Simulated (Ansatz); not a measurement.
## Run report: C24Cl, single-point calculation (part 2 of 3)

Continued. System: C24Cl (slab, 25 atoms in the cell). Method: DFT PBE+D3(BJ), scalar-relativistic, plane waves, PAW, PAW set soft_1, spin-polarised (Ansatz 0.2.0); cutoff 420 eV, 6×4×1 k-mesh, Gaussian smearing of 0.05 eV, collinear spins. The structure derives from an entry of the Crystallography Open Database.

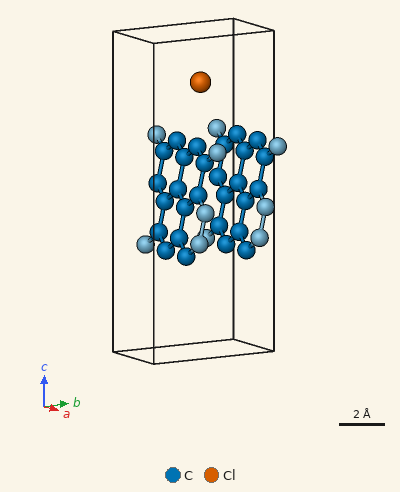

The structure as given in the input (ball-and-stick view of the cell of the calculation, with the vacuum cut short, seen slightly off an axis; neighbours outside the cell are drawn fainter). An atom can appear more than once, as a periodic image.

What the program printed, continued
```
SCF iter   1: F=—  HF=-7090.830863 eV  |F-HF|=—  |Δ(HF+E_count)|=         —  Δρ=3.93e-2 (↑3.60e-2 ↓3.93e-2)  dr2=9.12e1  dr2_m=2.94e-1  M=1.497 μB ∫|m|=2.439 μB  β_m=1.00  ethr=3.10e-3  p=-0.000 e·Å  D=-4.87e-8 V/Å  ΔV_dip=0.00 eV  dr2_dipole=2.68e1  V_vac-E_F(+/−)=8.58/8.58 eV  ⟨swp⟩=7.6  Hψ=10799  notcnv=0  defer=263
efield: sawtooth ramp at fractional position 0.8315 (placed from the atoms, in the widest stretch of the axis that holds none; the zero of the levels goes with the place), width 0.0400; the density the first Hamiltonian is built on has a dipole p = -0.000 e·Å; the dipole correction subtracts the counter field D = -4.87e-8 V/Å, which shifts the + side's vacuum level by +0.00 eV against the − side's; the planar-averaged density in the ramp window peaks in size at 2.9e-7 e/Å³
preconditioner: auto → LDOS  [metal: Δε(μ)=0.008 eV  Ē_g=13.799 eV  σ=0.050 eV  W_gap=0.09  n_scr=112 (ndim 8)  ℏωp=13.7 eV  f_vac=0.586  D(μ)=20.55/eV (n_scr^D=150)]
spin=Collinear: LDOS preconditioning applied to the charge; magnetization (m = ρ↑ − ρ↓) channel mixes plain (no charge-response kernel on spin).
SCF iter   2: F=—  HF=-7084.365675 eV  |F-HF|=—  |Δ(HF+E_count)|=    6.47e0  Δρ=2.83e-2 (↑2.65e-2 ↓2.83e-2)  dr2=6.65e1  dr2_m=1.28e-1  M=1.465 μB ∫|m|=3.476 μB  β_m=1.00  ethr=3.10e-3  p=0.013 e·Å  D=3.15e-3 V/Å  ΔV_dip=-0.07 eV  dr2_dipole=2.20e1  V_vac-E_F(+/−)=8.30/8.37 eV  ⟨swp⟩=2.1  Hψ=4125  notcnv=0  defer=504  κ⁻¹=1.0e0(r=1)
SCF iter   3: F=—  HF=-7079.130998 eV  |F-HF|=—  |Δ(HF+E_count)|=    5.23e0  Δρ=1.88e-2 (↑1.51e-2 ↓1.88e-2)  dr2=1.11e1  dr2_m=7.05e-1  M=-0.104 μB ∫|m|=2.930 μB  β_m=0.30  ethr=3.10e-3  p=0.107 e·Å  D=2.58e-2 V/Å  ΔV_dip=-0.57 eV  dr2_dipole=3.09e-1  V_vac-E_F(+/−)=7.26/7.83 eV  ⟨swp⟩=3.0  Hψ=3635  notcnv=0  defer=504  κ⁻¹=1.5e-2(r=2)
SCF iter   4: F=—  HF=-7078.723468 eV  |F-HF|=—  |Δ(HF+E_count)|=   4.08e-1  Δρ=1.25e-2 (↑1.15e-2 ↓1.25e-2)  dr2=3.88e0  dr2_m=5.69e-1  M=0.203 μB ∫|m|=3.483 μB  β_m=0.30  ethr=3.10e-3  p=0.074 e·Å  D=1.79e-2 V/Å  ΔV_dip=-0.40 eV  dr2_dipole=1.34e-1  V_vac-E_F(+/−)=7.47/7.87 eV  ⟨swp⟩=2.0  Hψ=4104  notcnv=0  defer=520  κ⁻¹=8.1e-3(r=3)
SCF iter   5: F=—  HF=-7078.865503 eV  |F-HF|=—  |Δ(HF+E_count)|=   1.42e-1  Δρ=1.28e-2 (↑9.60e-3 ↓1.28e-2)  dr2=2.23e0  dr2_m=6.46e-1  M=0.429 μB ∫|m|=4.049 μB  β_m=0.30  ethr=3.10e-3  p=0.061 e·Å  D=1.48e-2 V/Å  ΔV_dip=-0.33 eV  dr2_dipole=9.90e-2  V_vac-E_F(+/−)=7.39/7.72 eV  ⟨swp⟩=1.0  Hψ=1944  notcnv=0  defer=516  κ⁻¹=2.6e-3(r=4)
SCF iter   6: F=—  HF=-7079.059973 eV  |F-HF|=—  |Δ(HF+E_count)|=   1.94e-1  Δρ=1.20e-2 (↑8.70e-3 ↓1.20e-2)  dr2=1.63e0  dr2_m=6.08e-1  M=0.887 μB ∫|m|=4.870 μB  β_m=0.30  ethr=2.17e-3  p=0.022 e·Å  D=5.18e-3 V/Å  ΔV_dip=-0.12 eV  dr2_dipole=1.85e-1  V_vac-E_F(+/−)=7.43/7.55 eV  ⟨swp⟩=1.0  Hψ=2192  notcnv=0  defer=516  κ⁻¹=5.7e-4(r=5)
SCF iter   7: F=—  HF=-7079.305566 eV  |F-HF|=—  |Δ(HF+E_count)|=   2.46e-1  Δρ=1.22e-2 (↑8.47e-3 ↓1.22e-2)  dr2=1.59e0  dr2_m=6.52e-1  M=1.309 μB ∫|m|=5.821 μB  β_m=0.30  ethr=1.58e-3  p=-0.026 e·Å  D=-6.18e-3 V/Å  ΔV_dip=0.14 eV  dr2_dipole=4.75e-1  V_vac-E_F(+/−)=7.50/7.37 eV  ⟨swp⟩=1.1  Hψ=1943  notcnv=0  defer=516  κ⁻¹=1.9e-4(r=6)
SCF iter   8: F=—  HF=-7079.579485 eV  |F-HF|=—  |Δ(HF+E_count)|=   2.74e-1  Δρ=1.20e-2 (↑7.16e-3 ↓1.20e-2)  dr2=2.18e0  dr2_m=5.74e-1  M=1.430 μB ∫|m|=6.431 μB  β_m=0.30  ethr=1.54e-3  p=-0.084 e·Å  D=-2.01e-2 V/Å  ΔV_dip=0.45 eV  dr2_dipole=9.43e-1  V_vac-E_F(+/−)=7.57/7.13 eV  ⟨swp⟩=1.6  Hψ=2085  notcnv=0  defer=516  κ⁻¹=6.2e-5(r=7)
SCF iter   9: F=—  HF=-7079.757771 eV  |F-HF|=—  |Δ(HF+E_count)|=   1.78e-1  Δρ=8.98e-3 (↑6.37e-3 ↓8.98e-3)  dr2=8.65e-1  dr2_m=2.98e-1  M=1.613 μB ∫|m|=6.511 μB  β_m=0.30  ethr=1.54e-3  p=-0.206 e·Å  D=-4.96e-2 V/Å  ΔV_dip=1.10 eV  dr2_dipole=1.63e-3  V_vac-E_F(+/−)=7.80/6.70 eV  ⟨swp⟩=2.1  Hψ=2379  notcnv=0  defer=508  κ⁻¹=5.9e-5(r=8)
SCF iter  10: F=—  HF=-7079.917047 eV  |F-HF|=—  |Δ(HF+E_count)|=   1.59e-1  Δρ=1.07e-2 (↑5.19e-3 ↓1.07e-2)  dr2=1.86e0  dr2_m=3.49e-1  M=1.625 μB ∫|m|=6.946 μB  β_m=0.30  ethr=8.40e-4  p=-0.214 e·Å  D=-5.14e-2 V/Å  ΔV_dip=1.14 eV  dr2_dipole=3.54e-1  V_vac-E_F(+/−)=7.70/6.56 eV  ⟨swp⟩=2.0  Hψ=3074  notcnv=0  defer=508  κ⁻¹=6.5e-5(r=8)
SCF iter  11: F=—  HF=-7080.152673 eV  |F-HF|=—  |Δ(HF+E_count)|=   2.36e-1  Δρ=1.17e-2 (↑4.42e-3 ↓1.17e-2)  dr2=3.67e0  dr2_m=3.22e-1  M=1.635 μB ∫|m|=7.426 μB  β_m=1.20  ethr=8.40e-4  p=-0.212 e·Å  D=-5.11e-2 V/Å  ΔV_dip=1.14 eV  dr2_dipole=1.21e0  V_vac-E_F(+/−)=7.67/6.54 eV  ⟨swp⟩=1.5  Hψ=2128  notcnv=0  defer=508
Mixer restart at iter 11: flushing history
spin-set hold released at iteration 11 (site moments contracting): the magnetisation degrees of freedom join the quasi-Newton model from the next iteration; the mixer history was flushed
SCF iter  12: F=—  HF=-7080.424511 eV  |F-HF|=—  |Δ(HF+E_count)|=   2.72e-1  Δρ=6.04e-3 (↑5.14e-3 ↓6.04e-3)  dr2=2.89e0  dr2_m=4.57e-2  M=1.997 μB ∫|m|=8.460 μB  β_m=0.38  ethr=8.40e-4  p=-0.290 e·Å  D=-6.97e-2 V/Å  ΔV_dip=1.55 eV  dr2_dipole=1.16e0  V_vac-E_F(+/−)=7.76/6.21 eV  ⟨swp⟩=2.8  Hψ=2998  notcnv=0  defer=509
density mixer auto → msr1: a metal under ldos (density of states about μ 0.91 of a free-electron gas's, 112 screened modes)
SCF iter  13: F=—  HF=-7080.248390 eV  |F-HF|=—  |Δ(HF+E_count)|=   1.76e-1  Δρ=4.35e-3 (↑4.35e-3 ↓2.97e-3)  dr2=2.89e-1  dr2_m=5.82e-2  M=2.601 μB ∫|m|=8.412 μB  β_m=0.51  ethr=8.40e-4  p=-0.365 e·Å  D=-8.78e-2 V/Å  ΔV_dip=1.95 eV  dr2_dipole=6.77e-2  V_vac-E_F(+/−)=7.85/5.90 eV  ⟨swp⟩=2.0  Hψ=2531  notcnv=0  defer=503
SCF iter  14: F=—  HF=-7080.324950 eV  |F-HF|=—  |Δ(HF+E_count)|=   7.66e-2  Δρ=5.32e-3 (↑3.49e-3 ↓5.32e-3)  dr2=7.07e-1  dr2_m=9.00e-2  M=3.080 μB ∫|m|=8.802 μB  β_m=0.76  ethr=2.80e-4  p=-0.426 e·Å  D=-1.03e-1 V/Å  ΔV_dip=2.28 eV  dr2_dipole=1.74e-1  V_vac-E_F(+/−)=7.82/5.54 eV  ⟨swp⟩=2.1  Hψ=2364  notcnv=0  defer=504  recentre
SCF iter  15: F=—  HF=-7080.346033 eV  |F-HF|=—  |Δ(HF+E_count)|=   2.11e-2  Δρ=3.56e-3 (↑2.68e-3 ↓3.56e-3)  dr2=1.68e-1  dr2_m=4.69e-2  M=3.016 μB ∫|m|=9.090 μB  β_m=0.88  ethr=2.80e-4  p=-0.403 e·Å  D=-9.69e-2 V/Å  ΔV_dip=2.15 eV  dr2_dipole=8.31e-3  V_vac-E_F(+/−)=7.70/5.55 eV  ⟨swp⟩=2.1  Hψ=2984  notcnv=0  defer=496
SCF iter  16: F=—  HF=-7080.416718 eV  |F-HF|=—  |Δ(HF+E_count)|=   7.07e-2  Δρ=4.19e-3 (↑1.69e-3 ↓4.19e-3)  dr2=5.99e-1  dr2_m=3.35e-2  M=3.002 μB ∫|m|=9.581 μB  β_m=0.78  ethr=1.63e-4  p=-0.427 e·Å  D=-1.03e-1 V/Å  ΔV_dip=2.28 eV  dr2_dipole=3.17e-2  V_vac-E_F(+/−)=7.60/5.32 eV  ⟨swp⟩=2.2  Hψ=3157  notcnv=0  defer=496  recentre
SCF iter  17: F=—  HF=-7080.417945 eV  |F-HF|=—  |Δ(HF+E_count)|=   1.23e-3  Δρ=3.16e-3 (↑1.75e-3 ↓3.16e-3)  dr2=3.49e-1  dr2_m=1.69e-2  M=3.000 μB ∫|m|=9.843 μB  β_m=0.77  ethr=1.63e-4  p=-0.439 e·Å  D=-1.06e-1 V/Å  ΔV_dip=2.35 eV  dr2_dipole=3.93e-2  V_vac-E_F(+/−)=7.60/5.26 eV  ⟨swp⟩=2.2  Hψ=3417  notcnv=0  defer=506
SCF iter  18: F=—  HF=-7080.396756 eV  |F-HF|=—  |Δ(HF+E_count)|=   2.12e-2  Δρ=2.02e-3 (↑1.61e-3 ↓2.02e-3)  dr2=2.61e-1  dr2_m=5.69e-3  M=3.000 μB ∫|m|=10.350 μB  β_m=0.71  ethr=1.63e-4  p=-0.453 e·Å  D=-1.09e-1 V/Å  ΔV_dip=2.42 eV  dr2_dipole=2.94e-2  V_vac-E_F(+/−)=7.50/5.08 eV  ⟨swp⟩=2.5  Hψ=3441  notcnv=0  defer=511
SCF iter  19: F=—  HF=-7080.387745 eV  |F-HF|=—  |Δ(HF+E_count)|=   9.01e-3  Δρ=1.60e-3 (↑9.38e-4 ↓1.60e-3)  dr2=1.37e-2  dr2_m=1.01e-2  M=3.000 μB ∫|m|=10.150 μB  β_m=0.71  ethr=1.63e-4  p=-0.437 e·Å  D=-1.05e-1 V/Å  ΔV_dip=2.33 eV  dr2_dipole=2.36e-4  V_vac-E_F(+/−)=7.47/5.13 eV  ⟨swp⟩=1.6  Hψ=2161  notcnv=0  defer=511
SCF iter  20: F=—  HF=-7080.399481 eV  |F-HF|=—  |Δ(HF+E_count)|=   1.17e-2  Δρ=1.04e-3 (↑4.22e-4 ↓1.04e-3)  dr2=1.02e-2  dr2_m=3.42e-3  M=3.000 μB ∫|m|=10.002 μB  β_m=0.86  ethr=1.33e-5  p=-0.436 e·Å  D=-1.05e-1 V/Å  ΔV_dip=2.33 eV  dr2_dipole=4.52e-4  V_vac-E_F(+/−)=7.48/5.15 eV  ⟨swp⟩=2.0  Hψ=3344  notcnv=0  defer=511
SCF iter  21: F=—  HF=-7080.402802 eV  |F-HF|=—  |Δ(HF+E_count)|=   3.32e-3  Δρ=3.51e-4 (↑2.21e-4 ↓3.51e-4)  dr2=3.14e-3  dr2_m=2.58e-4  M=3.000 μB ∫|m|=9.905 μB  β_m=0.80  ethr=9.86e-6  p=-0.439 e·Å  D=-1.06e-1 V/Å  ΔV_dip=2.35 eV  dr2_dipole=4.30e-4  V_vac-E_F(+/−)=7.50/5.15 eV  ⟨swp⟩=2.0  Hψ=3220  notcnv=0  defer=508
SCF iter  22: F=—  HF=-7080.402700 eV  |F-HF|=—  |Δ(HF+E_count)|=   1.02e-4  Δρ=1.56e-4 (↑7.96e-5 ↓1.56e-4)  dr2=3.24e-4  dr2_m=6.36e-5  M=3.000 μB ∫|m|=9.931 μB  β_m=0.87  ethr=3.05e-6  p=-0.442 e·Å  D=-1.06e-1 V/Å  ΔV_dip=2.36 eV  dr2_dipole=2.24e-5  V_vac-E_F(+/−)=7.50/5.14 eV  ⟨swp⟩=2.1  Hψ=2929  notcnv=0  defer=503
SCF iter  23: F=—  HF=-7080.402809 eV  |F-HF|=—  |Δ(HF+E_count)|=   1.09e-4  Δρ=6.88e-5 (↑5.21e-5 ↓6.88e-5)  dr2=1.03e-4  dr2_m=1.37e-5  M=3.000 μB ∫|m|=9.941 μB  β_m=0.84  ethr=3.14e-7  p=-0.442 e·Å  D=-1.06e-1 V/Å  ΔV_dip=2.36 eV  dr2_dipole=1.51e-5  V_vac-E_F(+/−)=7.51/5.14 eV  ⟨swp⟩=2.0  Hψ=2994  notcnv=0  defer=503
SCF iter  24: F=—  HF=-7080.402824 eV  |F-HF|=—  |Δ(HF+E_count)|=   1.59e-5  Δρ=4.12e-5 (↑3.30e-5 ↓4.12e-5)  dr2=3.20e-5  dr2_m=5.45e-6  M=3.000 μB ∫|m|=9.946 μB  β_m=0.83  ethr=9.96e-8  p=-0.442 e·Å  D=-1.06e-1 V/Å  ΔV_dip=2.37 eV  dr2_dipole=5.91e-6  V_vac-E_F(+/−)=7.51/5.14 eV  ⟨swp⟩=2.0  Hψ=3015  notcnv=0  defer=503
SCF iter  25: F=—  HF=-7080.403026 eV  |F-HF|=—  |Δ(HF+E_count)|=   2.01e-4  Δρ=4.72e-5 (↑1.76e-5 ↓4.72e-5)  dr2=5.93e-5  dr2_m=4.59e-6  M=3.000 μB ∫|m|=9.954 μB  β_m=0.79  ethr=3.11e-8  p=-0.442 e·Å  D=-1.06e-1 V/Å  ΔV_dip=2.36 eV  dr2_dipole=1.18e-5  V_vac-E_F(+/−)=7.51/5.14 eV  ⟨swp⟩=2.0  Hψ=3039  notcnv=0  defer=503
SCF iter  26: F=—  HF=-7080.403027 eV  |F-HF|=—  |Δ(HF+E_count)|=   6.81e-7  Δρ=1.21e-5 (↑1.20e-5 ↓1.21e-5)  dr2=6.49e-6  dr2_m=2.48e-7  M=3.000 μB ∫|m|=9.957 μB  β_m=0.75  ethr=3.11e-8  p=-0.442 e·Å  D=-1.06e-1 V/Å  ΔV_dip=2.36 eV  dr2_dipole=8.39e-7  V_vac-E_F(+/−)=7.51/5.14 eV  ⟨swp⟩=2.0  Hψ=2745  notcnv=0  defer=503
SCF iter  27: F=—  HF=-7080.403027 eV  |F-HF|=—  |Δ(HF+E_count)|=   2.97e-7  Δρ=1.12e-5 (↑8.39e-6 ↓1.12e-5)  dr2=3.43e-6  dr2_m=2.95e-7  M=3.000 μB ∫|m|=9.957 μB  β_m=0.83  ethr=6.30e-9  p=-0.442 e·Å  D=-1.06e-1 V/Å  ΔV_dip=2.36 eV  dr2_dipole=8.79e-8  V_vac-E_F(+/−)=7.50/5.14 eV  ⟨swp⟩=2.0  Hψ=2817  notcnv=0  defer=503
SCF iter  28: F=—  HF=-7080.403027 eV  |F-HF|=—  |Δ(HF+E_count)|=   5.32e-7  Δρ=6.97e-6 (↑5.71e-6 ↓6.97e-6)  dr2=1.74e-6  dr2_m=8.34e-8  M=3.000 μB ∫|m|=9.956 μB  β_m=0.91  ethr=3.33e-9  p=-0.442 e·Å  D=-1.06e-1 V/Å  ΔV_dip=2.36 eV  dr2_dipole=1.09e-7  V_vac-E_F(+/−)=7.51/5.14 eV  ⟨swp⟩=2.2  Hψ=2369  notcnv=0  defer=503
SCF iter  29: F=—  HF=-7080.403028 eV  |F-HF|=—  |Δ(HF+E_count)|=   4.99e-7  Δρ=3.82e-6 (↑3.82e-6 ↓2.95e-6)  dr2=5.48e-7  dr2_m=8.27e-9  M=3.000 μB ∫|m|=9.956 μB  β_m=0.75  ethr=1.69e-9  p=-0.442 e·Å  D=-1.06e-1 V/Å  ΔV_dip=2.36 eV  dr2_dipole=4.14e-8  V_vac-E_F(+/−)=7.51/5.14 eV  ⟨swp⟩=2.5  Hψ=2791  notcnv=0  defer=503
SCF iter  30: F=—  HF=-7080.403028 eV  |F-HF|=—  |Δ(HF+E_count)|=   5.78e-8  Δρ=2.25e-6 (↑2.25e-6 ↓1.46e-6)  dr2=1.41e-7  dr2_m=5.39e-9  M=3.000 μB ∫|m|=9.956 μB  β_m=0.77  ethr=5.32e-10  p=-0.442 e·Å  D=-1.06e-1 V/Å  ΔV_dip=2.36 eV  dr2_dipole=9.83e-9  V_vac-E_F(+/−)=7.51/5.14 eV  ⟨swp⟩=2.0  Hψ=2639  notcnv=0  defer=503
SCF iter  31: F=-7080.403028 eV  HF=-7080.403028 eV  |F-HF|=8.11e-8  |Δ(HF+E_count)|=   1.05e-7  Δρ=1.44e-6 (↑1.44e-6 ↓8.22e-7)  dr2=4.18e-8  dr2_m=3.33e-9  M=3.000 μB ∫|m|=9.956 μB  ethr=9.71e-11  p=-0.442 e·Å  D=-1.06e-1 V/Å  ΔV_dip=2.36 eV  dr2_dipole=3.65e-9  V_vac-E_F(+/−)=7.51/5.14 eV  ⟨swp⟩=35.8  Hψ=24043  notcnv=0
SCF 1 converged in 31 iterations: F = -7080.403028 eV  dr2 = 4.18e-8
  greatest PAW one-centre occupation: 0.912 electrons in one spin orbital (limit 2), on the Cl atom at site 24 (counted from 0), in its partial waves of l = 0
WARN: The output density's exchange-correlation potential varies sharply where the density is thin. Do not read a vacuum level from v_tot or v_xc, or from such a field of the output density. On a cell that repeats whose density bears no net charge and no dipole along the vacuum's axis use v_es (v_loc + v_h of the components); under efield.dipole_correction with no amplitude use v_es + v_field, which holds any external_charges[].barrier, or the levels of the report's work_function block, which leave it out; under a non-zero efield.amplitude the vacuum is tilted and has no level; on a cell that repeats and bears such a dipole with no correction it is tilted too, and efield.dipole_correction with no amplitude gives each side of its ramp a level where efield: is served; in a cell that repeats whose density bears a net charge (total_charge, or a fill off its count) it is curved and has none; of a slab under crystal.periodic whose density bears no net charge use v_es, which has a level on each side, short of where the two are joined; of another it falls or rises all the way out and has none; of a slab beside external_charges read slab_vacuum_level instead, which it has where they leave it neutral. The grid or the basis barely resolves most such structure, and the values can differ between equally converged runs; as a rule a tighter scf.convergence.dr2_threshold does not remove it. Where the density itself ripples (under the LDA too) a higher basis.ecutwfc lessens it. The files hold the spikes' plane waves up to the density's cutoff. Files: v_tot_of_output_density and the like, and their columns of v_z.tsv (output.write_potential); v_xc_of_output_density and the like, and their columns of v_comp_z.tsv (output.write_potential_components). Measured: with its Gaussian average of σ = 0.25 Å subtracted twice, the exchange-correlation potential is over 0.1 eV at 2910 of the grid points where the equally averaged density (valence and model cores) is under 1e-3 e/Å³, and 0.923 eV at the most among them, at an averaged density of 9.7e-4 e/Å³. The input density's (outcome.potential() and, of a run that writes arrays, v_tot and v_xc) is over 0.1 eV, so measured, at 2441 points of its own thin density, 0.921 eV at the most. See output.write_potential in the manual, Limitations
SCF converged after 31 iterations
Magnetization: 3.0000 μB (53.0000 up, 50.0000 down)
Absolute magnetization: 9.9729 μB (∫|ρ↑−ρ↓|, with the PAW one-centre terms)
Spin contamination: 3.0494 ħ² per cell (⟨S²⟩ above its minimum at these occupations)
Per-site moments (μB) at R_I (Å): [(0.4308604333420054, 0.5870470484717351), (0.43674351011509577, 0.5870470484717352), (0.43325285133855007, 0.5870470484717353), (0.4367065575811997, 0.5870470484717353), (-0.012687836774891553, 0.5870470484717353), (-0.012026918505792053, 0.5870470484499222), (-0.01287942700384628, 0.5870470484717351), (-0.00794618417503575, 0.5870470484499222), (0.06428461558409734, 0.5834366291622244), (0.04985718324255803, 0.5834366292802302), (0.06297042575998178, 0.5834366291622245), (0.07146194693402091, 0.5834366292802302), (-0.06163493173418933, 0.5834366291622245), (-0.028383708220152327, 0.5834366292802302), (-0.06536603603927715, 0.5834366291622244), (-0.02836393227665819, 0.5834366292802302), (0.02810702074757525, 0.5690668742164645), (0.016602141381779126, 0.5690668742164645), (0.024876037301912464, 0.5690668742164646), (0.016675830874334052, 0.5690668742164645), (-0.35767759064322363, 0.5690668742164645), (0.26041846395923013, 0.5690668742164645), (-0.3154486030277169, 0.5690668742164646), (-0.32992345759583785, 0.5690668742164645), (0.22447917438995704, 1.2526828537242358)]
Free energy (F): -7080.403028 eV
Harris-Foulkes:  -7080.403028 eV  (|F-HF|=8.11e-8)
Internal energy: -7080.391930 eV  (E = F + TS)
E sigma→0 (E₀):  -7080.397479 eV
Entropy (-TS):   -0.011099 eV (-0.444 meV/atom)
Fermi energy:    -2.409784 eV
Dipole field:    D = -0.106295 V/Å  (p = -0.441935 e·Å, saw-weighted, corrected)
Work function:   Φ+ = 7.5057 eV   Φ− = 5.1430 eV
Levels:          The Fermi level and band energies are counted from a zero that moves with the ramp; work functions are not
--- Per-component energies (eV) ---
  E_band       = -1087.511499
  E_kinetic    = 2234.630305
  E_local      = -51355.847361  (includes V_loc(G=0)·N_el)
  E_nonlocal   = 599.836677
  E_hartree    = 24557.263275
  E_xc         = -1217.720824
  E_vxc        = -1481.288994  (∫ρ·V_xc dr)
  E_paw        = -3058.541211  (= ΣΔE_a)
  E_vpaw       = -188.179402  (= ΣTr[D̂ρ^β])
  E_aug_tail   = 0.000500  (compensation charges beyond the density's cutoff)
  E_efield     = 0.023488  (sawtooth field / dipole correction)
  E_vefield    = -11.201173  (∫n·V_field dr)
  E_ewald      = 21162.907476
  E_disp       = -2.944254  (pairwise vdW)
  E_smearing   = -0.011099  (= −TS)
  E_closure    = 0.000000  (closes the sum)
  Σ components = -7080.403028   (vs F -7080.403028, Δ=0.00e0)
```
